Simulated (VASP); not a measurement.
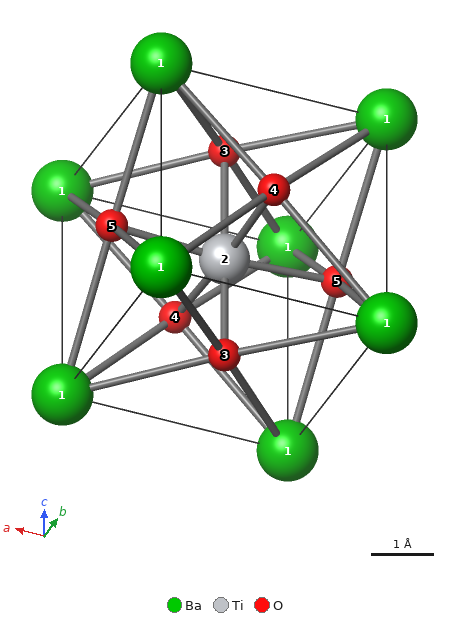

**Figure 1.** The starting structure (ball-and-stick view of the cell of the calculation, seen at an oblique angle; atoms are numbered from 1 in the order of the input). An atom can appear more than once, as a periodic image.

# Geometry relaxation of BaTiO$_{3}$ (part 1 of 3)

The run: geometry relaxation of BaTiO$_{3}$ (P4mm, 5 atoms in the cell). Method and program: Kohn-Sham DFT of a periodic cell, LDA, VASP PAW LDA potentials, recommended, no spin polarisation (VASP 6.6.1).

The structure derives from an entry of the Crystallography Open Database.

### INCAR
```
SYSTEM = BaTiO3
  PREC = Accurate
  ENCUT = 600
  EDIFF = 1E-6
  ISMEAR = 0
  SIGMA = 0.03
  LREAL = .FALSE.
  LASPH = .TRUE.
  NELM = 80
  ALGO = Normal
  ISIF = 3
  LWAVE = .FALSE.
  LCHARG = .FALSE.
  IBRION = 2
  NSW = 90
  EDIFFG = -0.01
  KPAR = 2
```

### KPOINTS
```
Automatic mesh
0
G
  8 8 8
  0 0 0
```

### POSCAR
```
BaTiO3
1.0
    3.9998000000      0.0000000000      0.0000000000
    0.0000000000      3.9998000000      0.0000000000
    0.0000000000      0.0000000000      4.0180000000
Ba Ti O
1 1 3
Direct
    0.0000000000      0.0000000000      0.0000000000
    0.5000000000      0.5000000000      0.4900000000
    0.5000000000      0.5000000000      0.0190000000
    0.5000000000      0.0000000000      0.5170000000
    0.0000000000      0.5000000000      0.5170000000
```

Hardware: 2 threads of AMD EPYC (Zen 5), 450 GiB of memory available, shared host.

Command:
```bash
cat potpaw_LDA.64/Ba_sv/POTCAR potpaw_LDA.64/Ti_sv/POTCAR potpaw_LDA.64/O/POTCAR > POTCAR
mpirun -np 2 vasp_std > vasp.out
```

### OSZICAR
```
N       E                     dE             d eps       ncg     rms          rms(c)
DAV:   1     0.484357829132E+03    0.48436E+03   -0.23273E+04  3600   0.201E+03
DAV:   2     0.247510456650E+01   -0.48188E+03   -0.47444E+03  4352   0.518E+02
DAV:   3    -0.523318534923E+02   -0.54807E+02   -0.53144E+02  5272   0.157E+02
DAV:   4    -0.546549281041E+02   -0.23231E+01   -0.23218E+01  5120   0.309E+01
DAV:   5    -0.547378525268E+02   -0.82924E-01   -0.82919E-01  5056   0.436E+00    0.226E+01
DAV:   6    -0.444661378242E+02    0.10272E+02   -0.74678E+01  5576   0.770E+01    0.103E+01
DAV:   7    -0.443489080748E+02    0.11723E+00   -0.12978E+01  4584   0.266E+01    0.653E+00
DAV:   8    -0.441263401832E+02    0.22257E+00   -0.10734E+00  4808   0.100E+01    0.275E+00
DAV:   9    -0.441376461344E+02   -0.11306E-01   -0.25037E-01  4880   0.367E+00    0.121E+00
DAV:  10    -0.441209820494E+02    0.16664E-01   -0.10492E-01  4720   0.347E+00    0.329E-01
DAV:  11    -0.441204632169E+02    0.51883E-03   -0.50362E-03  4712   0.529E-01    0.565E-02
DAV:  12    -0.441204554611E+02    0.77558E-05   -0.23029E-04  4432   0.112E-01    0.373E-02
DAV:  13    -0.441204106077E+02    0.44853E-04   -0.21940E-04  4528   0.161E-01    0.108E-02
DAV:  14    -0.441204113899E+02   -0.78224E-06   -0.24104E-05  4856   0.338E-02    0.527E-03
DAV:  15    -0.441204112021E+02    0.18780E-06   -0.59577E-06  3896   0.173E-02
   1 F= -.44120411E+02 E0= -.44120411E+02  d E =-.441204E+02
       N       E                     dE             d eps       ncg     rms          rms(c)
DAV:   1    -0.457237880306E+02   -0.16034E+01   -0.51184E+01  4232   0.726E+01    0.110E+01
DAV:   2    -0.442946933722E+02    0.14291E+01   -0.52221E+00  4344   0.214E+01    0.391E+00
DAV:   3    -0.440715444243E+02    0.22315E+00   -0.14078E+00  4952   0.894E+00    0.823E-01
DAV:   4    -0.440835390021E+02   -0.11995E-01   -0.21877E-01  4952   0.323E+00    0.407E-01
DAV:   5    -0.440964509751E+02   -0.12912E-01   -0.36208E-02  5512   0.121E+00    0.487E-01
DAV:   6    -0.441019410322E+02   -0.54901E-02   -0.10127E-02  4760   0.738E-01    0.197E-01
DAV:   7    -0.441023576596E+02   -0.41663E-03   -0.41371E-03  5440   0.412E-01    0.334E-02
DAV:   8    -0.441024083908E+02   -0.50731E-04   -0.16117E-04  5272   0.823E-02    0.198E-02
DAV:   9    -0.441024180163E+02   -0.96255E-05   -0.44359E-05  5408   0.401E-02    0.959E-03
DAV:  10    -0.441024176433E+02    0.37303E-06   -0.91910E-06  4144   0.180E-02
   2 F= -.44102418E+02 E0= -.44102418E+02  d E =0.179936E-01
       N       E                     dE             d eps       ncg     rms          rms(c)
DAV:   1    -0.446145411886E+02   -0.51212E+00   -0.14157E+01  4256   0.397E+01    0.574E+00
DAV:   2    -0.442289254640E+02    0.38562E+00   -0.15699E+00  4400   0.121E+01    0.206E+00
DAV:   3    -0.441698271217E+02    0.59098E-01   -0.47339E-01  4264   0.425E+00    0.639E-01
DAV:   4    -0.441672331399E+02    0.25940E-02   -0.91511E-02  5416   0.191E+00    0.419E-01
DAV:   5    -0.441695949775E+02   -0.23618E-02   -0.74895E-03  5504   0.712E-01    0.284E-01
DAV:   6    -0.441727197324E+02   -0.31248E-02   -0.67470E-03  5552   0.433E-01    0.177E-01
DAV:   7    -0.441735557939E+02   -0.83606E-03   -0.14405E-03  5664   0.224E-01    0.690E-02
DAV:   8    -0.441736485050E+02   -0.92711E-04   -0.19837E-04  5000   0.934E-02    0.224E-02
DAV:   9    -0.441736573125E+02   -0.88075E-05   -0.26550E-05  5096   0.336E-02    0.484E-03
DAV:  10    -0.441736574050E+02   -0.92505E-07   -0.17307E-06  3144   0.904E-03
   3 F= -.44173657E+02 E0= -.44173657E+02  d E =-.532462E-01
       N       E                     dE             d eps       ncg     rms          rms(c)
DAV:   1    -0.441738002395E+02   -0.14293E-03   -0.45101E-03  4240   0.694E-01    0.102E-01
DAV:   2    -0.441736742250E+02    0.12601E-03   -0.49254E-04  4472   0.210E-01    0.363E-02
DAV:   3    -0.441736546980E+02    0.19527E-04   -0.13327E-04  4432   0.747E-02    0.801E-03
DAV:   4    -0.441736552918E+02   -0.59380E-06   -0.26179E-05  4856   0.278E-02    0.782E-03
DAV:   5    -0.441736557000E+02   -0.40816E-06   -0.18802E-06  2848   0.128E-02
   4 F= -.44173656E+02 E0= -.44173656E+02  d E =-.532445E-01
       N       E                     dE             d eps       ncg     rms          rms(c)
DAV:   1    -0.441761099732E+02   -0.24547E-02   -0.28049E-01  3672   0.522E+00    0.310E-01
DAV:   2    -0.441757648696E+02    0.34510E-03   -0.14465E-02  3848   0.962E-01    0.186E-01
DAV:   3    -0.441749228737E+02    0.84200E-03   -0.25715E-03  4696   0.457E-01    0.609E-02
DAV:   4    -0.441748638277E+02    0.59046E-04   -0.42266E-04  4320   0.158E-01    0.243E-02
DAV:   5    -0.441748605397E+02    0.32881E-05   -0.10578E-04  4200   0.662E-02    0.835E-03
DAV:   6    -0.441748600526E+02    0.48710E-06   -0.14297E-05  4648   0.294E-02    0.477E-03
DAV:   7    -0.441748598708E+02    0.18176E-06   -0.97505E-07  2160   0.868E-03
   5 F= -.44174860E+02 E0= -.44174860E+02  d E =-.120417E-02
       N       E                     dE             d eps       ncg     rms          rms(c)
DAV:   1    -0.441752222842E+02   -0.36223E-03   -0.53139E-02  3680   0.228E+00    0.135E-01
DAV:   2    -0.441751566890E+02    0.65595E-04   -0.27453E-03  3864   0.419E-01    0.810E-02
DAV:   3    -0.441749971835E+02    0.15951E-03   -0.49375E-04  4632   0.197E-01    0.269E-02
DAV:   4    -0.441749855618E+02    0.11622E-04   -0.80183E-05  4344   0.683E-02    0.108E-02
DAV:   5    -0.441749848556E+02    0.70629E-06   -0.20419E-05  4192   0.293E-02    0.371E-03
DAV:   6    -0.441749847269E+02    0.12869E-06   -0.18566E-06  2568   0.118E-02
   6 F= -.44174985E+02 E0= -.44174985E+02  d E =-.132903E-02
       N       E                     dE             d eps       ncg     rms          rms(c)
DAV:   1    -0.441755121272E+02   -0.52727E-03   -0.69579E-02  3752   0.254E+00    0.180E-01
DAV:   2    -0.441752486448E+02    0.26348E-03   -0.38567E-03  4128   0.543E-01    0.788E-02
DAV:   3    -0.441751596995E+02    0.88945E-04   -0.74775E-04  4920   0.180E-01    0.305E-02
DAV:   4    -0.441751472911E+02    0.12408E-04   -0.14672E-04  5456   0.944E-02    0.180E-02
DAV:   5    -0.441751492185E+02   -0.19274E-05   -0.14756E-05  4888   0.344E-02    0.932E-03
DAV:   6    -0.441751513611E+02   -0.21425E-05   -0.52108E-06  4528   0.124E-02    0.727E-03
DAV:   7    -0.441751525721E+02   -0.12110E-05   -0.18135E-06  3240   0.847E-03    0.339E-03
DAV:   8    -0.441751528530E+02   -0.28095E-06   -0.83513E-07  2464   0.579E-03
   7 F= -.44175153E+02 E0= -.44175153E+02  d E =-.168126E-03
       N       E                     dE             d eps       ncg     rms          rms(c)
DAV:   1    -0.441751678781E+02   -0.15306E-04   -0.22610E-03  3712   0.459E-01    0.322E-02
DAV:   2    -0.441751594105E+02    0.84676E-05   -0.12485E-04  4104   0.979E-02    0.140E-02
DAV:   3    -0.441751565709E+02    0.28396E-05   -0.23889E-05  4928   0.323E-02    0.532E-03
DAV:   4    -0.441751561796E+02    0.39137E-06   -0.44447E-06  4000   0.168E-02
   8 F= -.44175156E+02 E0= -.44175156E+02  d E =-.171453E-03
       N       E                     dE             d eps       ncg     rms          rms(c)
DAV:   1    -0.441752613344E+02   -0.10476E-03   -0.26622E-02  4216   0.191E+00    0.134E-01
DAV:   2    -0.441752027833E+02    0.58551E-04   -0.20717E-03  4016   0.356E-01    0.575E-02
DAV:   3    -0.441751642410E+02    0.38542E-04   -0.26292E-04  5080   0.125E-01    0.922E-03
DAV:   4    -0.441751663286E+02   -0.20876E-05   -0.35475E-05  4968   0.365E-02    0.820E-03
DAV:   5    -0.441751673399E+02   -0.10113E-05   -0.25407E-06  3880   0.117E-02    0.596E-03
DAV:   6    -0.441751687435E+02   -0.14036E-05   -0.26503E-06  3680   0.885E-03    0.404E-03
DAV:   7    -0.441751691825E+02   -0.43906E-06   -0.87332E-07  2392   0.760E-03
   9 F= -.44175169E+02 E0= -.44175169E+02  d E =-.130030E-04
       N       E                     dE             d eps       ncg     rms          rms(c)
DAV:   1    -0.441752001005E+02   -0.31357E-04   -0.45317E-03  4216   0.787E-01    0.554E-02
DAV:   2    -0.441751900339E+02    0.10067E-04   -0.35428E-04  4008   0.147E-01    0.237E-02
DAV:   3    -0.441751834303E+02    0.66037E-05   -0.45302E-05  5088   0.517E-02    0.379E-03
DAV:   4    -0.441751838049E+02   -0.37465E-06   -0.59913E-06  4384   0.152E-02
  10 F= -.44175184E+02 E0= -.44175184E+02  d E =-.276253E-04
```

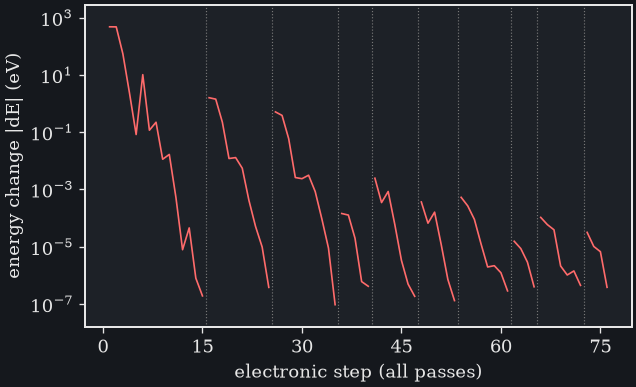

**Figure 2.** Convergence of the self-consistent field: energy change |dE| against the electronic step. Each stretch between dotted lines is the SCF of one geometry step of a relaxation. The 10 ionic steps take 4 to 15 electronic steps each. The density is held fixed in the first few steps, and dE rises again when its update begins.

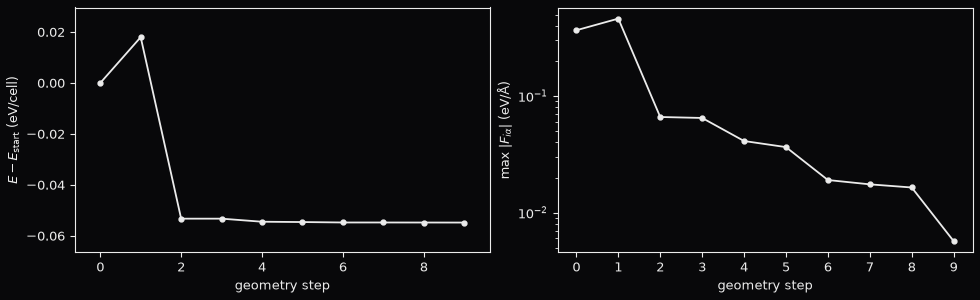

**Figure 3.** Progress of the relaxation, step by step (steps are counted from 0).

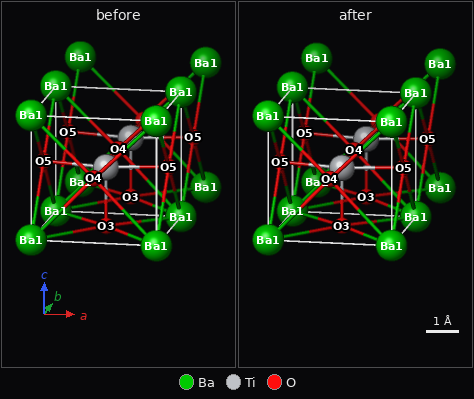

**Figure 4.** Before (left) and after (right) the relaxation, at one scale (ball-and-stick view of the cell of the calculation, repeated 1 × 2 × 1, seen slightly off an axis). The atom that moves furthest relative to the cell is O3 (0.013 Å). By element the largest moves are O 0.013 Å, Ba 0.008 Å, Ti 0.003 Å. Cell: a = b 4.000 → 3.942 Å (−1.5 %), c 4.018 → 3.989 Å (−0.7 %). Volume −3.6 %. Among the contacts that change: Ba1–O4 2.884 → 2.841 Å, Ba1–O3 2.829 → 2.788 Å, Ti2–O4 2.003 → 1.973 Å, Ti2–O3 1.892 → 1.863 Å. The space group stays P4mm (No. 99). The energy falls by 54.8 meV per cell of the calculation in 9 geometry steps. Largest force component: 0.37 eV/Å at the start, 0.0057 eV/Å at the end. (Atoms are counted from 1 in the order of the input.)

### Parts of OUTCAR
```
SYSTEM = BaTiO3
   PREC = Accurate
   ENCUT = 600
   EDIFF = 1E-6
   ISMEAR = 0
   LREAL = .FALSE.
   LASPH = .TRUE.
   NELM = 80
   ISIF = 3
   IBRION = 2
   NSW = 90
   EDIFFG = -0.01

 ion  position               nearest neighbor table
   1  0.000  0.000  0.000-   4 2.79   5 2.79   5 2.79   4 2.79   3 2.83   3 2.83   3 2.83   3 2.83
                             4 2.88   5 2.88   5 2.88   4 2.88   2 3.45   2 3.45   2 3.45   2 3.45
   2  0.500  0.500  0.490-   3 1.89   4 2.00   5 2.00   4 2.00   5 2.00   3 2.13   1 3.45   1 3.45
                             1 3.45   1 3.45   1 3.49   1 3.49   1 3.49   1 3.49
   3  0.500  0.500  0.019-   2 1.89   2 2.13   1 2.83   1 2.83   1 2.83   1 2.83
   4  0.500  0.000  0.517-   2 2.00   2 2.00   1 2.79   1 2.79   1 2.88   1 2.88
   5  0.000  0.500  0.517-   2 2.00   2 2.00   1 2.79   1 2.79   1 2.88   1 2.88

  LATTYP: Found a simple tetragonal cell.
 ALAT       =     3.9998000000
 C/A-ratio  =     1.0045502275

  Lattice vectors:

 A1 = (   3.9998000000,   0.0000000000,   0.0000000000)
 A2 = (   0.0000000000,   3.9998000000,   0.0000000000)
 A3 = (   0.0000000000,   0.0000000000,   4.0180000000)

Analysis of symmetry for initial positions (statically):
=====================================================================
 Subroutine PRICEL returns:
 Original cell was already a primitive cell.

 Routine SETGRP: Setting up the symmetry group for a
 simple tetragonal supercell.

 Subroutine GETGRP returns: Found  8 space group operations
 (whereof  8 operations were pure point group operations)
 out of a pool of 16 trial point group operations.

The static configuration has the point symmetry C_4v.

Analysis of symmetry for dynamics (positions and initial velocities):
=====================================================================
 Subroutine PRICEL returns:
 Original cell was already a primitive cell.

 Routine SETGRP: Setting up the symmetry group for a
 simple tetragonal supercell.

 Subroutine GETGRP returns: Found  8 space group operations
 (whereof  8 operations were pure point group operations)
 out of a pool of 16 trial point group operations.

The dynamic configuration has the point symmetry C_4v.

 Subroutine INISYM returns: Found  8 space group operations
 (whereof  8 operations are pure point group operations),
 and found     1 'primitive' translations

----------------------------------------------------------------------------------------

                                     Primitive cell

  volume of cell :      64.2816

  direct lattice vectors                    reciprocal lattice vectors
     3.999800000  0.000000000  0.000000000     0.250012501  0.000000000  0.000000000
     0.000000000  3.999800000  0.000000000     0.000000000  0.250012501  0.000000000
     0.000000000  0.000000000  4.018000000     0.000000000  0.000000000  0.248880040

  length of vectors
     3.999800000  3.999800000  4.018000000     0.250012501  0.250012501  0.248880040

  position of ions in fractional coordinates (direct lattice)
     0.000000000  0.000000000  0.000000000
     0.500000000  0.500000000  0.490000000
     0.500000000  0.500000000  0.019000000
     0.500000000  0.000000000  0.517000000
     0.000000000  0.500000000  0.517000000

  ion indices of the primitive-cell ions
   primitive index   ion index
                 1           1
                 2           2
                 3           3
                 4           4
                 5           5

----------------------------------------------------------------------------------------

 KPOINTS: Automatic mesh

Automatic generation of k-mesh.
 Grid dimensions read from file:
 generate k-points for:    8    8    8

 Generating k-lattice:

  Cartesian coordinates                     Fractional coordinates (reciprocal lattice)
     0.031251563  0.000000000  0.000000000     0.125000000  0.000000000  0.000000000
     0.000000000  0.031251563  0.000000000     0.000000000  0.125000000  0.000000000
     0.000000000  0.000000000  0.031110005     0.000000000  0.000000000  0.125000000

  Length of vectors
     0.031251563  0.031251563  0.031110005

  Shift w.r.t. Gamma in fractional coordinates (k-lattice)
     0.000000000  0.000000000  0.000000000

 Subroutine IBZKPT returns following result:
 ===========================================

 Found     75 irreducible k-points:
```
